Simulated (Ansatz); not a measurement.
## Ta: geometry relaxation (part 3 of 4)

Ta (slab, 24 atoms in the cell); DFT PBE, scalar-relativistic, plane waves, PAW, no spin polarisation (Ansatz 0.2.0); cutoff 420 eV, 2×10×1 k-mesh, Gaussian smearing of 0.1 eV. The structure derives from an entry of the Crystallography Open Database. The input holds or restrains some coordinates. Forces given for the steps count only the free coordinates. It belongs to a series of runs on one base structure; here: flat (0 0 1) slab.

Geometry of the input (Å; fractional positions):
```
19.9127  0.0000  0.0000
0.0000  3.3188  0.0000
0.0000  0.0000  18.6376
Ta 0.0000  0.0000  0.0805
Ta 0.0833  0.5000  0.1695
Ta 0.1667  0.0000  0.0805
Ta 0.2500  0.5000  0.1695
Ta 0.3333  0.0000  0.0805
Ta 0.4167  0.5000  0.1695
Ta 0.5000  0.0000  0.0805
Ta 0.5833  0.5000  0.1695
Ta 0.6667  0.0000  0.0805
Ta 0.7500  0.5000  0.1695
Ta 0.8333  0.0000  0.0805
Ta 0.9167  0.5000  0.1695
Ta 0.0000  0.0000  0.2586
Ta 0.0833  0.5000  0.3476
Ta 0.1667  0.0000  0.2586
Ta 0.2500  0.5000  0.3476
Ta 0.3333  0.0000  0.2586
Ta 0.4167  0.5000  0.3476
Ta 0.5000  0.0000  0.2586
Ta 0.5833  0.5000  0.3476
Ta 0.6667  0.0000  0.2586
Ta 0.7500  0.5000  0.3476
Ta 0.8333  0.0000  0.2586
Ta 0.9167  0.5000  0.3476
```

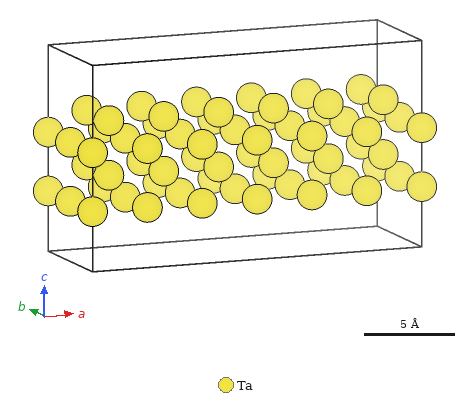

The geometry at step 2 of the log (spheres-only view of the 1 × 2 repeat of the cell, with the vacuum cut short, seen slightly off an axis).

The program's output, continued
```
  k-point 1: bands = ["-63.9647", "-63.9625", "-63.9625", "-63.9581", "-63.9581", "-63.9559", "-63.7620", "-63.7591", "-63.7591", "-63.7534", "-63.7534", "-63.7506", "-63.0954", "-63.0923", "-63.0923", "-63.0860", "-63.0860", "-63.0828", "-62.8276", "-62.8261", "-62.8261", "-62.8234", "-62.8234", "-62.8220", "-30.5839", "-30.5657", "-30.5543", "-30.5543", "-30.5339", "-30.5339", "-30.5294", "-30.5294", "-30.5273", "-30.4633", "-30.4397", "-30.4397", "-30.4277", "-30.4162", "-30.4162", "-30.4024",
      "-30.4024", "-30.3910", "-30.3806", "-30.3806", "-30.3802", "-30.3671", "-30.3671", "-30.3554", "-30.3352", "-30.3352", "-30.3212", "-30.2744", "-30.2744", "-30.2437", "-30.2198", "-30.2198", "-30.2089", "-30.1726", "-30.1726", "-30.1457", "-29.7667", "-29.7347", "-29.7347", "-29.7126", "-29.6988", "-29.6988", "-29.6963", "-29.6826", "-29.6826", "-29.6322", "-29.6322", "-29.6097", "-29.5929", "-29.5929", "-29.5780", "-29.5507", "-29.5507", "-29.5182", "-29.2882", "-29.2533",
      "-29.2533", "-29.2288", "-29.2125", "-29.2125", "-29.2019", "-29.1926", "-29.1926", "-29.1848", "-29.1848", "-29.1635", "-29.1635", "-29.1623", "-29.1458", "-29.1458", "-29.1445", "-29.1440", "-2.8617", "-2.3199", "-2.3199", "-0.9618", "-0.9618", "-0.9076", "-0.5110", "-0.5110", "0.1506", "0.1506", "0.1659", "0.1935", "0.6599", "0.9003", "0.9003", "0.9636", "1.0101", "1.0103", "1.0103", "1.0254", "1.0838", "1.2031", "1.2031", "1.3312",
      "1.3312", "1.3913", "1.3913", "1.9798", "2.1230", "2.1230", "2.1936", "2.1936", "2.6780", "2.7354", "2.8268", "2.8482", "2.8813", "2.8813", "3.0628", "3.0628", "3.4821", "3.4821", "3.5725", "3.5725", "3.6510", "3.6510", "3.6700", "3.6700", "3.7699", "3.7699", "3.7865", "3.7865", "3.9749", "4.1506", "4.2363", "4.2741", "4.3356", "4.3776", "4.4265", "4.4265", "4.5747", "4.5747", "4.5832", "4.6023",
      "4.6023", "4.6235", "4.6235", "4.6532", "4.7376", "4.7376", "4.7547", "4.8411", "4.8411", "4.9425", "4.9845", "4.9845", "5.0053", "5.1277", "5.1277", "5.1409", "5.1880", "5.4217", "5.4991", "5.6452", "5.6452", "5.7207", "5.7207", "6.1699", "6.1699", "6.2206", "6.2206", "6.3276"]
  k-point 2: bands = ["-63.9624", "-63.9604", "-63.9604", "-63.9562", "-63.9562", "-63.9542", "-63.7590", "-63.7565", "-63.7565", "-63.7514", "-63.7514", "-63.7489", "-63.0922", "-63.0894", "-63.0894", "-63.0838", "-63.0838", "-63.0810", "-62.8257", "-62.8252", "-62.8252", "-62.8242", "-62.8242", "-62.8237", "-30.5692", "-30.5452", "-30.5421", "-30.5421", "-30.5391", "-30.5355", "-30.5355", "-30.5143", "-30.5143", "-30.4568", "-30.4399", "-30.4369", "-30.4369", "-30.4325", "-30.4311", "-30.4311",
      "-30.4158", "-30.4158", "-30.4085", "-30.3965", "-30.3965", "-30.3920", "-30.3920", "-30.3793", "-30.3754", "-30.3754", "-30.3400", "-30.3004", "-30.2946", "-30.2946", "-30.2467", "-30.2467", "-30.2403", "-30.2403", "-30.2160", "-30.1845", "-29.7876", "-29.7676", "-29.7676", "-29.7279", "-29.7127", "-29.7127", "-29.6947", "-29.6936", "-29.6936", "-29.6580", "-29.6399", "-29.6399", "-29.5993", "-29.5993", "-29.5692", "-29.5542", "-29.5542", "-29.5214", "-29.2612", "-29.2581",
      "-29.2581", "-29.2376", "-29.2376", "-29.2048", "-29.1987", "-29.1964", "-29.1931", "-29.1931", "-29.1824", "-29.1824", "-29.1793", "-29.1741", "-29.1741", "-29.1679", "-29.1495", "-29.1495", "-2.2839", "-1.7751", "-1.7751", "-0.5465", "-0.5370", "-0.5370", "-0.0706", "-0.0706", "0.6203", "0.6433", "0.7535", "0.7535", "0.8847", "1.0023", "1.2804", "1.3226", "1.4071", "1.4071", "1.4236", "1.4248", "1.4248", "1.4631", "1.4631", "1.6153",
      "1.6153", "1.8001", "1.8001", "2.0787", "2.0787", "2.2855", "2.2855", "2.4837", "2.4959", "2.5488", "2.6074", "2.6074", "2.6848", "2.7447", "2.7732", "2.7732", "2.9791", "2.9791", "3.2398", "3.2398", "3.3446", "3.3446", "3.3992", "3.3992", "3.5018", "3.5018", "3.5478", "3.5911", "3.5911", "3.7158", "3.9399", "3.9830", "4.0762", "4.2361", "4.3276", "4.3276", "4.3330", "4.3330", "4.4372", "4.5292",
      "4.5292", "4.6055", "4.6055", "4.6798", "4.7291", "4.7291", "4.7600", "4.7822", "4.7822", "4.8542", "4.8542", "4.9410", "4.9410", "5.0979", "5.1859", "5.2315", "5.2580", "5.3120", "5.3136", "5.3136", "5.5147", "5.7626", "5.7626", "6.1284", "6.1284", "6.2553", "6.2553", "6.3740"]
  k-point 11: bands = ["-63.9561", "-63.9561", "-63.9532", "-63.9532", "-63.9503", "-63.9503", "-63.7508", "-63.7508", "-63.7478", "-63.7478", "-63.7448", "-63.7448", "-63.0830", "-63.0830", "-63.0798", "-63.0798", "-63.0767", "-63.0767", "-62.8278", "-62.8278", "-62.8246", "-62.8246", "-62.8213", "-62.8213", "-30.5837", "-30.5837", "-30.5715", "-30.5715", "-30.5686", "-30.5686", "-30.5671", "-30.5671", "-30.5617", "-30.5617", "-30.5373", "-30.5373", "-30.4633", "-30.4633", "-30.4553", "-30.4553",
      "-30.4523", "-30.4523", "-30.4521", "-30.4521", "-30.4497", "-30.4497", "-30.4399", "-30.4399", "-30.4280", "-30.4280", "-30.4109", "-30.4109", "-30.3169", "-30.3169", "-30.3164", "-30.3164", "-30.2529", "-30.2529", "-30.1364", "-30.1364", "-29.7945", "-29.7945", "-29.7689", "-29.7689", "-29.7651", "-29.7651", "-29.7573", "-29.7573", "-29.7410", "-29.7410", "-29.6912", "-29.6912", "-29.5801", "-29.5801", "-29.5289", "-29.5289", "-29.5167", "-29.5167", "-29.3685", "-29.3685",
      "-29.2935", "-29.2935", "-29.2641", "-29.2641", "-29.2195", "-29.2195", "-29.2017", "-29.2017", "-29.1921", "-29.1921", "-29.1907", "-29.1907", "-29.1847", "-29.1847", "-29.1580", "-29.1580", "0.1041", "0.1041", "0.1400", "0.1400", "0.5218", "0.5218", "0.5538", "0.5538", "0.7279", "0.7279", "0.7881", "0.7881", "0.9702", "0.9702", "0.9828", "0.9828", "1.4636", "1.4636", "1.5734", "1.5734", "2.2035", "2.2035", "2.2167", "2.2167",
      "2.4065", "2.4065", "2.4201", "2.4201", "2.4859", "2.4859", "2.6317", "2.6317", "2.6981", "2.6981", "2.7147", "2.7147", "2.7824", "2.7824", "2.8589", "2.8589", "2.8649", "2.8649", "2.8851", "2.8851", "2.8869", "2.8869", "2.9069", "2.9069", "3.5565", "3.5565", "3.5683", "3.5683", "3.6670", "3.6670", "3.9627", "3.9627", "4.2428", "4.2428", "4.3144", "4.3144", "4.6096", "4.6096", "4.6592", "4.6592",
      "4.7000", "4.7000", "4.7525", "4.7525", "5.0595", "5.0595", "5.4253", "5.4253", "5.4362", "5.4362", "5.5156", "5.5156", "5.7302", "5.7302", "5.7374", "5.7374", "6.3472", "6.3472", "6.3606", "6.3606", "6.4050", "6.4050", "6.5045", "6.5045", "6.5191", "6.5191", "6.6455", "6.6455"]
--- Relaxed structure (5 steps of the walk, 5 accepted, 0 SCFs on fresh bases) ---
  F+E_penalty+E_count = -238351.07217491 eV   max|allowed force component| = 2.096e-3 eV/Å
  atoms:
    - { symbol: Ta, position: [0.0, 0.0, 0.08048255499999998] }
    - { symbol: Ta, position: [0.08333333333333334, 0.5, 0.169517445] }
    - { symbol: Ta, position: [0.16666666666666666, 0.0, 0.08048255499999998] }
    - { symbol: Ta, position: [0.25, 0.5, 0.169517445] }
    - { symbol: Ta, position: [0.33333333333333337, 0.0, 0.08048255499999998] }
    - { symbol: Ta, position: [0.41666666666666663, 0.5, 0.169517445] }
    - { symbol: Ta, position: [0.5, 0.0, 0.08048255499999998] }
    - { symbol: Ta, position: [0.5833333333333334, 0.5, 0.169517445] }
    - { symbol: Ta, position: [0.6666666666666666, 0.0, 0.08048255499999998] }
    - { symbol: Ta, position: [0.75, 0.5, 0.169517445] }
    - { symbol: Ta, position: [0.8333333333333333, 0.0, 0.08048255499999998] }
    - { symbol: Ta, position: [0.9166666666666666, 0.5, 0.169517445] }
    - { symbol: Ta, position: [5.480714457507344e-35, -1.8933527931658087e-89, 0.2580543120724402] }
    - { symbol: Ta, position: [0.08333333333333334, 0.5, 0.3383820717436986] }
    - { symbol: Ta, position: [0.16666666666666666, -1.8933527931658087e-89, 0.2580543120724402] }
    - { symbol: Ta, position: [0.25, 0.5, 0.3383820717436986] }
    - { symbol: Ta, position: [0.33333333333333337, 3.0224528258464346e-36, 0.2580543120724402] }
    - { symbol: Ta, position: [0.41666666666666663, 0.5, 0.3383820717436986] }
    - { symbol: Ta, position: [0.5, 5.7426603691082256e-36, 0.2580543120724402] }
    - { symbol: Ta, position: [0.5833333333333334, 0.5, 0.3383820717436986] }
    - { symbol: Ta, position: [0.6666666666666666, -4.911485842000451e-37, 0.2580543120724402] }
    - { symbol: Ta, position: [0.75, 0.5, 0.3383820717436986] }
    - { symbol: Ta, position: [0.8333333333333333, 2.524470390887745e-89, 0.2580543120724402] }
    - { symbol: Ta, position: [0.9166666666666666, 0.5, 0.3383820717436986] }
--- Löwdin populations: 24 sites ---
  site symbol       q [e]
     0     Ta     12.8706
     1     Ta     12.8416
     2     Ta     12.8706
     3     Ta     12.8416
     4     Ta     12.8706
     5     Ta     12.8416
     6     Ta     12.8706
     7     Ta     12.8416
     8     Ta     12.8706
     9     Ta     12.8416
    10     Ta     12.8706
    11     Ta     12.8416
    12     Ta     12.9372
    13     Ta     12.8650
    14     Ta     12.9372
    15     Ta     12.8650
    16     Ta     12.9372
    17     Ta     12.8650
    18     Ta     12.9372
    19     Ta     12.8650
    20     Ta     12.9372
    21     Ta     12.8650
    22     Ta     12.9372
    23     Ta     12.8650
  spilling = 0.009339 (of n_electrons = 312.000000)
```

File populations.tsv
```
# site	symbol	l	j	q
# orbitals = lowdin
# n_electrons = 312.000000
# spilling = 0.009339
0	Ta	0_5S	-	1.973626
0	Ta	0_6S	-	1.035243
0	Ta	1_5P	-	5.980605
0	Ta	2_5D	-	3.881083
1	Ta	0_5S	-	1.952592
1	Ta	0_6S	-	0.863152
1	Ta	1_5P	-	5.982466
1	Ta	2_5D	-	4.043363
2	Ta	0_5S	-	1.973626
2	Ta	0_6S	-	1.035243
2	Ta	1_5P	-	5.980605
2	Ta	2_5D	-	3.881083
3	Ta	0_5S	-	1.952592
3	Ta	0_6S	-	0.863152
3	Ta	1_5P	-	5.982466
3	Ta	2_5D	-	4.043363
4	Ta	0_5S	-	1.973626
4	Ta	0_6S	-	1.035243
4	Ta	1_5P	-	5.980605
4	Ta	2_5D	-	3.881083
5	Ta	0_5S	-	1.952592
5	Ta	0_6S	-	0.863152
5	Ta	1_5P	-	5.982466
5	Ta	2_5D	-	4.043363
6	Ta	0_5S	-	1.973626
6	Ta	0_6S	-	1.035243
6	Ta	1_5P	-	5.980605
6	Ta	2_5D	-	3.881083
7	Ta	0_5S	-	1.952592
7	Ta	0_6S	-	0.863152
7	Ta	1_5P	-	5.982466
7	Ta	2_5D	-	4.043363
8	Ta	0_5S	-	1.973626
8	Ta	0_6S	-	1.035243
8	Ta	1_5P	-	5.980605
8	Ta	2_5D	-	3.881083
9	Ta	0_5S	-	1.952592
9	Ta	0_6S	-	0.863152
9	Ta	1_5P	-	5.982466
9	Ta	2_5D	-	4.043363
10	Ta	0_5S	-	1.973626
10	Ta	0_6S	-	1.035243
10	Ta	1_5P	-	5.980605
10	Ta	2_5D	-	3.881083
11	Ta	0_5S	-	1.952592
11	Ta	0_6S	-	0.863152
11	Ta	1_5P	-	5.982466
11	Ta	2_5D	-	4.043363
12	Ta	0_5S	-	1.948281
12	Ta	0_6S	-	0.859649
12	Ta	1_5P	-	5.977101
12	Ta	2_5D	-	4.152163
13	Ta	0_5S	-	1.967816
13	Ta	0_6S	-	1.014927
13	Ta	1_5P	-	5.976332
13	Ta	2_5D	-	3.905957
14	Ta	0_5S	-	1.948281
14	Ta	0_6S	-	0.859649
14	Ta	1_5P	-	5.977101
14	Ta	2_5D	-	4.152163
15	Ta	0_5S	-	1.967816
15	Ta	0_6S	-	1.014927
15	Ta	1_5P	-	5.976332
15	Ta	2_5D	-	3.905957
16	Ta	0_5S	-	1.948281
16	Ta	0_6S	-	0.859649
16	Ta	1_5P	-	5.977101
16	Ta	2_5D	-	4.152163
17	Ta	0_5S	-	1.967816
17	Ta	0_6S	-	1.014927
17	Ta	1_5P	-	5.976332
17	Ta	2_5D	-	3.905957
18	Ta	0_5S	-	1.948281
18	Ta	0_6S	-	0.859649
18	Ta	1_5P	-	5.977101
18	Ta	2_5D	-	4.152163
19	Ta	0_5S	-	1.967816
19	Ta	0_6S	-	1.014927
19	Ta	1_5P	-	5.976332
19	Ta	2_5D	-	3.905957
20	Ta	0_5S	-	1.948281
20	Ta	0_6S	-	0.859649
20	Ta	1_5P	-	5.977101
20	Ta	2_5D	-	4.152163
21	Ta	0_5S	-	1.967816
21	Ta	0_6S	-	1.014927
21	Ta	1_5P	-	5.976332
21	Ta	2_5D	-	3.905957
22	Ta	0_5S	-	1.948281
22	Ta	0_6S	-	0.859649
22	Ta	1_5P	-	5.977101
22	Ta	2_5D	-	4.152163
23	Ta	0_5S	-	1.967816
23	Ta	0_6S	-	1.014927
23	Ta	1_5P	-	5.976332
23	Ta	2_5D	-	3.905957
```

Trajectory as extended XYZ (Å, eV, eV/Å), 5 frames, from step=1 to step=5
```
24
Lattice="19.9127 0.0000 0.0000 0.0000 3.3188 0.0000 0.0000 0.0000 18.6376" Properties=species:S:1:pos:R:3:forces:R:3 step=1 energy=-238350.56289
Ta    0.0000    0.0000    1.5000    0.0000   0.0000   0.9812
Ta    1.6594    1.6594    3.1594    0.0000   0.0000  -0.7103
Ta    3.3188    0.0000    1.5000    0.0000   0.0000   0.9812
Ta    4.9782    1.6594    3.1594    0.0000   0.0000  -0.7103
Ta    6.6376    0.0000    1.5000    0.0000   0.0000   0.9812
Ta    8.2970    1.6594    3.1594    0.0000   0.0000  -0.7103
Ta    9.9564    0.0000    1.5000    0.0000   0.0000   0.9812
Ta   11.6158    1.6594    3.1594    0.0000   0.0000  -0.7103
Ta   13.2752    0.0000    1.5000    0.0000   0.0000   0.9812
Ta   14.9346    1.6594    3.1594    0.0000   0.0000  -0.7103
Ta   16.5939    0.0000    1.5000    0.0000   0.0000   0.9812
Ta   18.2533    1.6594    3.1594    0.0000   0.0000  -0.7103
Ta    0.0000    0.0000    4.8188    0.0000   0.0000   0.7100
Ta    1.6594    1.6594    6.4782    0.0000   0.0000  -0.9808
Ta    3.3188    0.0000    4.8188    0.0000   0.0000   0.7100
Ta    4.9782    1.6594    6.4782    0.0000   0.0000  -0.9808
Ta    6.6376    0.0000    4.8188    0.0000   0.0000   0.7100
Ta    8.2970    1.6594    6.4782    0.0000   0.0000  -0.9808
Ta    9.9564    0.0000    4.8188    0.0000   0.0000   0.7100
Ta   11.6158    1.6594    6.4782    0.0000   0.0000  -0.9808
Ta   13.2752    0.0000    4.8188    0.0000   0.0000   0.7100
Ta   14.9346    1.6594    6.4782    0.0000   0.0000  -0.9808
Ta   16.5939    0.0000    4.8188    0.0000   0.0000   0.7100
Ta   18.2533    1.6594    6.4782    0.0000   0.0000  -0.9808
24
Lattice="19.9127 0.0000 0.0000 0.0000 3.3188 0.0000 0.0000 0.0000 18.6376" Properties=species:S:1:pos:R:3:forces:R:3 step=2 energy=-238350.91792
Ta    0.0000    0.0000    1.5000    0.0000   0.0000   0.8296
Ta    1.6594    1.6594    3.1594    0.0000   0.0000  -0.5352
Ta    3.3188    0.0000    1.5000    0.0000   0.0000   0.8296
Ta    4.9782    1.6594    3.1594    0.0000   0.0000  -0.5352
Ta    6.6376    0.0000    1.5000    0.0000   0.0000   0.8296
Ta    8.2970    1.6594    3.1594    0.0000   0.0000  -0.5352
Ta    9.9564    0.0000    1.5000    0.0000   0.0000   0.8296
Ta   11.6158    1.6594    3.1594    0.0000   0.0000  -0.5352
Ta   13.2752    0.0000    1.5000    0.0000   0.0000   0.8296
Ta   14.9346    1.6594    3.1594    0.0000   0.0000  -0.5352
Ta   16.5939    0.0000    1.5000    0.0000   0.0000   0.8296
Ta   18.2533    1.6594    3.1594    0.0000   0.0000  -0.5352
Ta    0.0000    0.0000    4.8633    0.0000   0.0000  -0.7671
Ta    1.6594    1.6594    6.2835    0.0000   0.0000   0.4743
Ta    3.3188    0.0000    4.8633    0.0000   0.0000  -0.7671
Ta    4.9782    1.6594    6.2835    0.0000   0.0000   0.4743
Ta    6.6376    0.0000    4.8633    0.0000   0.0000  -0.7671
Ta    8.2970    1.6594    6.2835    0.0000   0.0000   0.4743
Ta    9.9564    0.0000    4.8633    0.0000   0.0000  -0.7671
Ta   11.6158    1.6594    6.2835    0.0000   0.0000   0.4743
Ta   13.2752    0.0000    4.8633    0.0000   0.0000  -0.7671
Ta   14.9346    1.6594    6.2835    0.0000   0.0000   0.4743
Ta   16.5939    0.0000    4.8633    0.0000   0.0000  -0.7671
Ta   18.2533    1.6594    6.2835    0.0000   0.0000   0.4743
24
Lattice="19.9127 0.0000 0.0000 0.0000 3.3188 0.0000 0.0000 0.0000 18.6376" Properties=species:S:1:pos:R:3:forces:R:3 step=3 energy=-238351.06001
Ta    0.0000    0.0000    1.5000    0.0000   0.0000   0.7912
Ta    1.6594    1.6594    3.1594    0.0000   0.0000  -0.9626
Ta    3.3188    0.0000    1.5000    0.0000   0.0000   0.7912
Ta    4.9782    1.6594    3.1594    0.0000   0.0000  -0.9626
Ta    6.6376    0.0000    1.5000    0.0000   0.0000   0.7912
Ta    8.2970    1.6594    3.1594    0.0000   0.0000  -0.9626
Ta    9.9564    0.0000    1.5000    0.0000   0.0000   0.7912
Ta   11.6158    1.6594    3.1594    0.0000   0.0000  -0.9626
Ta   13.2752    0.0000    1.5000    0.0000   0.0000   0.7912
Ta   14.9346    1.6594    3.1594    0.0000   0.0000  -0.9626
Ta   16.5939    0.0000    1.5000    0.0000   0.0000   0.7912
Ta   18.2533    1.6594    3.1594    0.0000   0.0000  -0.9626
Ta    0.0000    0.0000    4.7869    0.0000   0.0000   0.1943
Ta    1.6594    1.6594    6.2927    0.0000   0.0000  -0.0232
Ta    3.3188    0.0000    4.7869    0.0000   0.0000   0.1943
Ta    4.9782    1.6594    6.2927    0.0000   0.0000  -0.0232
Ta    6.6376    0.0000    4.7869    0.0000   0.0000   0.1943
Ta    8.2970    1.6594    6.2927    0.0000   0.0000  -0.0232
Ta    9.9564    0.0000    4.7869    0.0000   0.0000   0.1943
Ta   11.6158    1.6594    6.2927    0.0000   0.0000  -0.0232
Ta   13.2752    0.0000    4.7869    0.0000   0.0000   0.1943
Ta   14.9346    1.6594    6.2927    0.0000   0.0000  -0.0232
Ta   16.5939    0.0000    4.7869    0.0000   0.0000   0.1943
Ta   18.2533    1.6594    6.2927    0.0000   0.0000  -0.0232
```
